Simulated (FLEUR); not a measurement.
System: Ti₃Al, space group P-6m2 (No. 187).

Starting cell:
```cif
data_structure
_symmetry_space_group_name_H-M 'P 1'
_symmetry_Int_Tables_number 1
_cell_length_a 2.9275
_cell_length_b 2.9275
_cell_length_c 9.2264
_cell_angle_alpha 90.000
_cell_angle_beta 90.000
_cell_angle_gamma 120.000
_cell_volume 68.48
loop_
_atom_site_label
_atom_site_type_symbol
_atom_site_fract_x
_atom_site_fract_y
_atom_site_fract_z
_atom_site_occupancy
Ti1 Ti 0.33333 0.66667 0.24941 1
Ti2 Ti 0.33333 0.66667 0.75059 1
Ti3 Ti 0.66667 0.33333 0.00000 1
Al1 Al 0.66667 0.33333 0.50000 1
```

Computed with FLEUR MaX-R8.1 (later development tree): all-electron LAPW DFT, no spin polarisation; energies at scaled volumes of the given cell, shape and fractions fixed, counted from the fit's minimum, third-order Birch-Murnaghan fit. Level: r2SCAN.

k mesh 10×10×3; occupations Fermi–Dirac; smearing width 0.05 eV; potentials all electron; program settings basis FLAPW, kmax 4.1 1/bohr.

Describe the result: the energy against volume. The volume takes the values 16.09, 16.44, 17.12, 17.80, 18.15 Å³/atom.

A third-order Birch–Murnaghan fit gives V0 = 17.01 Å³/atom, B0 = 116 GPa and B′ = 3.6. The energy is 19.46 meV/atom at volume 16.09 Å³/atom and 25.11 meV/atom at 18.15 Å³/atom; the lowest computed point is at volume 17.12 Å³/atom (0.26 meV/atom), and no other minimum shows.

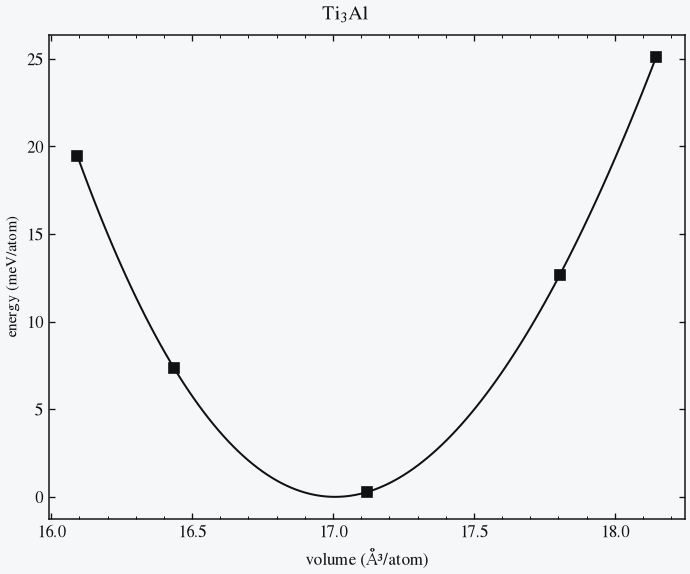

Limits of the calculation: shape and atomic fractions are frozen while scaling, which makes layered, chain and framework solids too stiff.
